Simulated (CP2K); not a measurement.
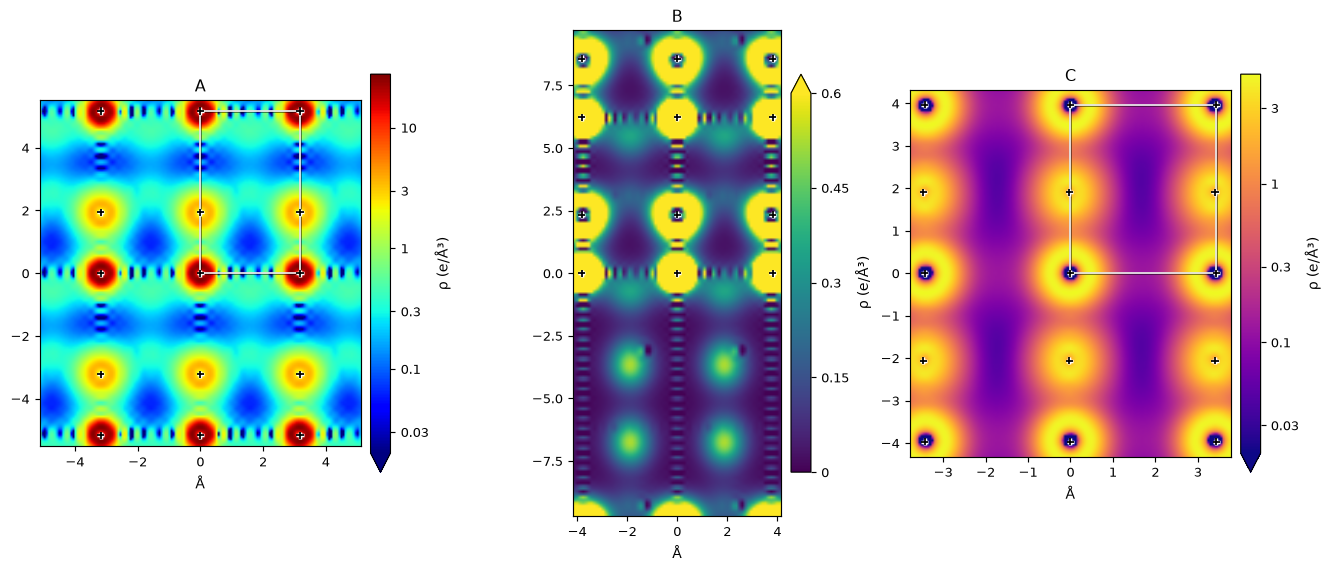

The valence electron density of 3 systems, each on a plane through atoms (crosses mark nuclei in the plane).

The calculation used CP2K 2026.2, Kohn-Sham DFT of a periodic cell, PBE, GTH-PBE with UZH-TZVP basis.

System 1: HfN, the (100) plane of the conventional cell. Space group P1; a generated structure, not necessarily the stable one; changed on purpose from its base cell (atoms moved at random by about 0.05 A); not relaxed (largest force 1.6 eV/Å).

```
CELL_PARAMETERS angstrom
1.71660 -2.97324 0.00000
1.71661 2.97324 0.00000
0.00000 0.00000 3.96982
ATOMIC_POSITIONS crystal
Hf 0.01259 0.00885 0.50558
N 0.98496 0.98639 0.98558
```

System 2: ZnS, the (100) plane of the conventional cell. Space group P6₃mc; computed pressure about 3 GPa in this cell.

System 3: GaN, the (100) plane of the conventional cell. Space group P6₃mc; computed pressure about 9 GPa in this cell.

```
Ga N
1.0
     3.18000    0.00000    0.00000
    -1.59000    2.75396    0.00000
     0.00000    0.00000    5.16600
Ga N
2 2
Direct
  0.66667 0.33333 0.50000
  0.33333 0.66667 0.00000
  0.66667 0.33333 0.87500
  0.33333 0.66667 0.37500
```

**Match each panel to its system.**

Panel A is system 3, GaN: the plane holds Ga and N. Ga–N (1.94 Å): the density is about 0.48 e/Å³ at the midpoint. Panel B is system 2, ZnS: the plane holds Zn and S. Zn–S (2.34 Å): the density is about 1.3 e/Å³ at the midpoint. Panel C is system 1, HfN: the plane holds Hf and N. Hf–N (1.91 Å): the density is about 1.1 e/Å³ at the midpoint.
